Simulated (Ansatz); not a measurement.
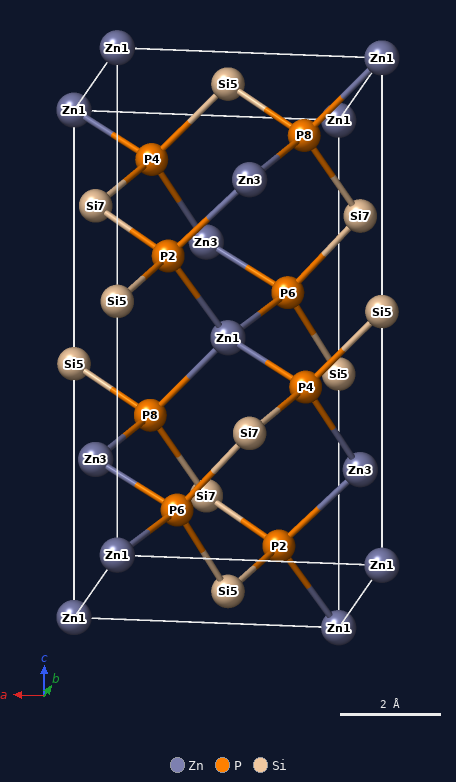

**Figure 1.** The structure as given in the input (ball-and-stick view of the cell 2 times as large as that of the calculation, set on its symmetry axes, seen at an oblique angle; atoms are numbered from 1 in the order of the input).

**What a change does: band-structure calculation on ZnSiP2**

System: ZnSiP2 (I-42d, 8 atoms in the cell).
Method of the first run: DFT, r2SCAN, plane waves, PAW, no spin polarisation (Ansatz 0.2.0).

The structure was built on a prototype by a generator; it need not be a known phase. The geometry comes from this level: r2SCAN. Text and figures count atoms from 1; the logs count them from 0 in places.

### Input file, the first run
```yaml
crystal:
  lattice:
    - [-2.6884958316, 2.6884958316, 5.2338440611]
    - [2.6884958316, -2.6884958316, 5.2338440611]
    - [2.6884958316, 2.6884958316, -5.2338440611]
  atoms:
    - { symbol: Zn, position: [0.0, 0.0, 0.0] }
    - { symbol: P, position: [0.375, 0.3918255999, 0.5168255999] }
    - { symbol: Zn, position: [0.75, 0.25, 0.5] }
    - { symbol: P, position: [0.1418255999, 0.625, 0.0168255999] }
    - { symbol: Si, position: [0.5, 0.5, 0.0] }
    - { symbol: P, position: [0.875, 0.8581744001, 0.4831744001] }
    - { symbol: Si, position: [0.25, 0.75, 0.5] }
    - { symbol: P, position: [0.6081744001, 0.125, -0.0168255999] }
kpoints:
  mp_grid: { grid: [6, 6, 6] }
  band_path:
    path:
      - [0.0, 0.0, 0.0]
      - [0.0, 0.0, 0.5]
      - [0.25, 0.25, 0.25]
      - [0.0, 0.5, 0.0]
      - [0.5, 0.5, -0.5]
      - [0.3159655497, 0.6840344503, -0.3159655497]
      - [-0.3159655497, 0.3159655497, 0.3159655497]
      - [-0.1319310993, 0.1319310993, 0.5]
      - [0.5, 0.5, -0.1319310993]
    npoints: 1
hamiltonian:
  xc: r2scan
scf:
  occupations: { method: fixed }
  n_extra_bands: 6
output:
  forces: true
  stress: true
  eigenvalues: true
```

Launched with:
```bash
ansatz run input.yaml --threads 4 --pin off --max-ram 7372MiB --backend cpu --events-out ev --progress --plain --runs-dir out
```

Hardware: 4 threads of Arm Neoverse V1, 24 GiB of memory available, shared host.

### Output, shortened to warnings, some set-up lines, iterations and results (the first run)
```
Basis set: ecut = 500 eV, 3819 PW (Γ), exchange–correlation on 192×192×192 points (64 copies of the dense FFT grid, shifted against one another)
Symmetry: 8 space group operations
k-points: 30 of 216 (time reversal used)
Initial density: superposition of atomic densities (neutral atoms: chi_scale 0, normalization atom), corrected by the library's trained network
[...]
SCF iter   1: F=—  HF=-10969.340724 eV  |F-HF|=—  |Δ(HF+E_count)|=         —  Δρ=1.12e-2  dr2=1.34e-1  dr2_τ=4.65e-2  ethr=1.77e-3  ⟨swp⟩=5.9  Hψ=4454  notcnv=0  defer=109
SCF iter   2: F=—  HF=-10969.373403 eV  |F-HF|=—  |Δ(HF+E_count)|=   3.27e-2  Δρ=2.70e-3  dr2=8.59e-3  dr2_τ=4.90e-4  ethr=2.58e-4  ⟨swp⟩=2.6  Hψ=1952  notcnv=0  defer=115
SCF iter   3: F=—  HF=-10969.366778 eV  |F-HF|=—  |Δ(HF+E_count)|=   6.63e-3  Δρ=2.49e-3  dr2=6.78e-3  dr2_τ=4.23e-5  ethr=1.65e-5  ⟨swp⟩=2.7  Hψ=1664  notcnv=0  defer=118
SCF iter   4: F=—  HF=-10969.365648 eV  |F-HF|=—  |Δ(HF+E_count)|=   1.13e-3  Δρ=5.45e-4  dr2=3.36e-4  dr2_τ=5.14e-6  ethr=1.30e-5  ⟨swp⟩=3.2  Hψ=1736  notcnv=0  defer=120
SCF iter   5: F=—  HF=-10969.365622 eV  |F-HF|=—  |Δ(HF+E_count)|=   2.59e-5  Δρ=1.46e-4  dr2=2.71e-5  dr2_τ=1.03e-6  ethr=6.47e-7  ⟨swp⟩=3.0  Hψ=1718  notcnv=0  defer=119
SCF iter   6: F=—  HF=-10969.365632 eV  |F-HF|=—  |Δ(HF+E_count)|=   9.87e-6  Δρ=2.63e-5  dr2=7.50e-7  dr2_τ=1.65e-8  ethr=5.20e-8  ⟨swp⟩=2.3  Hψ=1683  notcnv=0  defer=117
SCF iter   7: F=-10969.365633 eV  HF=-10969.365632 eV  |F-HF|=4.55e-8  |Δ(HF+E_count)|=   3.01e-7  Δρ=8.93e-6  dr2=8.89e-8  dr2_τ=1.10e-9  ethr=1.92e-10  ⟨swp⟩=15.5  Hψ=6574  …
SCF 1 converged in 7 iterations: F = -10969.365633 eV  dr2 = 8.89e-8
NSCF: frozen V_eff on 9 k-points
SCF converged after 7 iterations
Free energy (F): -10969.365633 eV
Harris-Foulkes:  -10969.365632 eV  (|F-HF|=4.55e-8)
Internal energy: -10969.365633 eV  (E = F + TS)
E sigma→0 (E₀):  -10969.365633 eV
Fermi energy:    6.705935 eV
--- Per-component energies (eV) ---
  E_band       = 35.683819
  E_kinetic    = 626.664847
  E_local      = -4497.519754  (includes V_loc(G=0)·N_el)
  E_nonlocal   = 1410.687032
  E_hartree    = 1895.706183
  E_xc         = -588.329084
  E_vxc        = -472.801326  (∫ρ·V_xc dr)
  E_paw        = -7035.023522  (= ΣΔE_a)
  E_vpaw       = -844.774157  (= ΣTr[D̂ρ^β])
  E_aug_tail   = -0.000085  (compensation charges beyond the density's cutoff)
  E_vtau       = 22.026153  (kinetic-family band-sum trace: ∫τ·v_τ [+ j·A + Jᵃ·Aᵃ] dr)
  E_ewald      = -2780.669776
  E_core_change = -0.881472  (= ΣΔE_core)
  E_smearing   = -0.000000  (= −TS)
  E_closure    = 0.000000  (closes the sum)
  Σ components = -10969.365633   (vs F -10969.365633, Δ=0.00e0)
--- Forces (eV/Å), atoms counted from 1 ---
  atom   1  Zn    -0.00000000     0.00000000     0.00000000
  atom   2  P     -0.00060211     0.00000000    -0.00000000
  atom   3  Zn    -0.00000000    -0.00000000    -0.00000000
  atom   4  P      0.00000000    -0.00060211     0.00000000
  atom   5  Si    -0.00000000    -0.00000000     0.00000000
  atom   6  P      0.00060211    -0.00000000    -0.00000000
  atom   7  Si     0.00000000     0.00000000     0.00000000
  atom   8  P     -0.00000000     0.00060211    -0.00000000
  max |Σ_I F_I| component: 1.95e-17 eV/Å
--- Stress (GPa, compression-positive) ---
        0.005645      -0.000000       0.000000
       -0.000000       0.005645       0.000000
        0.000000       0.000000      -0.005209
  P = ⅓ Tr σ = 0.0020 GPa (0.020 kbar)
```

For the second run the input was changed thus:
```diff
-  xc: r2scan
+  xc: lda
```

Predict how the results change.

The total energies belong to different methods, so their difference says nothing on which is more stable or more accurate. The gap on the mesh goes from 1.56 to 1.19 eV. The pressure goes from 0.00 to −3.03 GPa. The largest force goes from 0.001 to 0.183 eV/Å. The functional changes from r2SCAN to LDA. The number of SCF iterations is the same. The default cutoff goes from 500 to 420 eV with the change. The plane waves at Γ go from 3819 to 2921. On the same kind of shared host the second run took about 0.48 times as long.

### Output, shortened to warnings, some set-up lines, iterations and results (the second run)
```
Basis set: ecut = 420 eV, 2921 PW (Γ)
Symmetry: 8 space group operations
k-points: 30 of 216 (time reversal used)
Initial density: superposition of atomic densities (neutral atoms: chi_scale 0, normalization atom), corrected by the library's trained network
[...]
SCF iter   1: F=—  HF=-10616.230478 eV  |F-HF|=—  |Δ(HF+E_count)|=         —  Δρ=5.10e-3  dr2=2.89e-2  ethr=1.77e-3  ⟨swp⟩=6.0  Hψ=4439  notcnv=0  defer=111
SCF iter   2: F=—  HF=-10616.223193 eV  |F-HF|=—  |Δ(HF+E_count)|=   7.29e-3  Δρ=2.62e-3  dr2=9.44e-3  ethr=5.55e-5  ⟨swp⟩=3.2  Hψ=1902  notcnv=0  defer=120
SCF iter   3: F=—  HF=-10616.222325 eV  |F-HF|=—  |Δ(HF+E_count)|=   8.68e-4  Δρ=2.00e-3  dr2=3.19e-3  ethr=1.81e-5  ⟨swp⟩=2.2  Hψ=1631  notcnv=0  defer=120
SCF iter   4: F=—  HF=-10616.220606 eV  |F-HF|=—  |Δ(HF+E_count)|=   1.72e-3  Δρ=2.17e-4  dr2=7.82e-5  ethr=6.13e-6  ⟨swp⟩=2.1  Hψ=1631  notcnv=0  defer=120
SCF iter   5: F=—  HF=-10616.220638 eV  |F-HF|=—  |Δ(HF+E_count)|=   3.21e-5  Δρ=5.87e-5  dr2=7.00e-6  ethr=1.50e-7  ⟨swp⟩=3.0  Hψ=1930  notcnv=0  defer=120
SCF iter   6: F=—  HF=-10616.220639 eV  |F-HF|=—  |Δ(HF+E_count)|=   9.70e-7  Δρ=1.34e-5  dr2=3.23e-7  ethr=1.35e-8  ⟨swp⟩=2.9  Hψ=1570  notcnv=0  defer=120
SCF iter   7: F=-10616.220639 eV  HF=-10616.220639 eV  |F-HF|=2.55e-8  |Δ(HF+E_count)|=   6.81e-8  Δρ=5.26e-6  dr2=3.48e-8  ethr=1.92e-10  ⟨swp⟩=14.7  Hψ=6138  notcnv=0
SCF 1 converged in 7 iterations: F = -10616.220639 eV  dr2 = 3.48e-8
NSCF: frozen V_eff on 9 k-points
SCF converged after 7 iterations
Free energy (F): -10616.220639 eV
Harris-Foulkes:  -10616.220639 eV  (|F-HF|=2.55e-8)
Internal energy: -10616.220639 eV  (E = F + TS)
E sigma→0 (E₀):  -10616.220639 eV
Fermi energy:    6.630376 eV
--- Per-component energies (eV) ---
  E_band       = 38.787422
  E_kinetic    = 629.412744
  E_local      = -4506.909308  (includes V_loc(G=0)·N_el)
  E_nonlocal   = 1421.154326
  E_hartree    = 1884.157334
  E_xc         = -628.230721
  E_vxc        = -448.415398  (∫ρ·V_xc dr)
  E_paw        = -6638.886894  (= ΣΔE_a)
  E_vpaw       = -824.757583  (= ΣTr[D̂ρ^β])
  E_aug_tail   = -0.000693  (compensation charges beyond the density's cutoff)
  E_ewald      = -2780.669776
  E_core_change = 3.752350  (= ΣΔE_core)
  E_smearing   = -0.000000  (= −TS)
  E_closure    = -0.000000  (closes the sum)
  Σ components = -10616.220639   (vs F -10616.220639, Δ=0.00e0)
--- Forces (eV/Å), atoms counted from 1 ---
  atom   1  Zn     0.00000000     0.00000000     0.00000000
  atom   2  P     -0.18326539     0.00000000     0.00000000
  atom   3  Zn     0.00000000    -0.00000000     0.00000000
  atom   4  P     -0.00000000    -0.18326539    -0.00000000
  atom   5  Si     0.00000000     0.00000000     0.00000000
  atom   6  P      0.18326539    -0.00000000    -0.00000000
  atom   7  Si     0.00000000     0.00000000     0.00000000
  atom   8  P     -0.00000000     0.18326539    -0.00000000
  max |Σ_I F_I| component: 4.34e-17 eV/Å
--- Stress (GPa, compression-positive) ---
       -3.100278       0.000000       0.000000
        0.000000      -3.100278       0.000000
        0.000000       0.000000      -2.885454
  P = ⅓ Tr σ = -3.0287 GPa (-30.287 kbar)
```

### The two runs side by side

```tsv
quantity	the first run	the second run
outcome	converged	converged
free energy per atom (eV)	−1371.1707	−1327.0276
gap on the mesh (eV)	1.56	1.19
pressure (GPa)	0.00	−3.03
largest force (eV/Å)	0.001	0.183
SCF iterations	7	7
irreducible k-points	30	30
plane waves at Γ	3819	2921
wall time (shared host)	12 s	5.6 s
```
